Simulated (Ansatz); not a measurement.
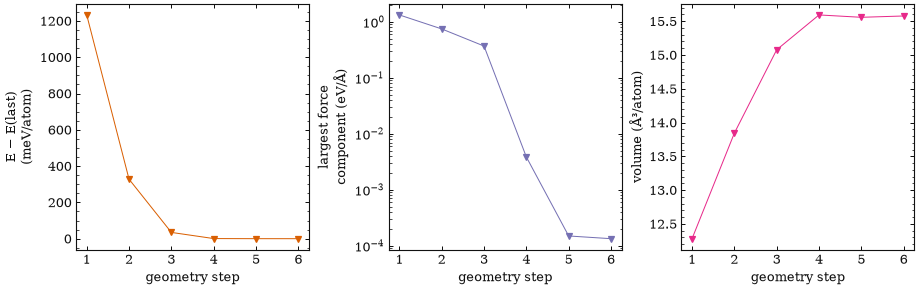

History of a geometry optimisation. Atoms and cell relax. A closing SCF on a freshly chosen basis isn't drawn.

```
crystal:
  lattice:
    - [0.0, 0.0, 2.46501576]
    - [2.28956394, -2.17598082, 1.23250788]
    - [2.28956394, 2.17598082, -1.23250788]
  atoms:
    - { symbol: Ir, position: [0.443, 0.75, 0.25] }
    - { symbol: Ir, position: [0.557, 0.25, 0.75] }
  symmetry: { tolerance: 0.0003 }
kpoints:
  mp_grid: { grid: [8, 8, 8], shift: [0, 0, 0] }
magnetization:
  spin_polarized: false
scf:
  occupations: { method: fermi_dirac }
hamiltonian:
  pseudopotentials: { kind: paw }
  xc: r2scan
basis:
  ecutwfc: 500
output:
  forces: true
  stress: true
  eigenvalues: true
relax:
  max_steps: 40
  cell: {}
```

Run as:
```bash
ansatz run input.yaml --threads 1 --pin off --max-ram 2560MiB --backend cpu --events-out ev --progress --plain --runs-dir out
```

Question: How did the optimisation end?

Answer: The optimisation met its thresholds at geometry 6, counting the start as the first. The energy fell by about 1200 meV/atom from the first step to the last. The largest force component goes from about 1.3 eV/Å at the start to 1.3 × 10⁻⁴ eV/Å at the end.

Question: Was the starting cell too large or too small?

Answer: The volume grows from 12.3 to 15.6 Å³ per atom (+27 %). The start was compressed.
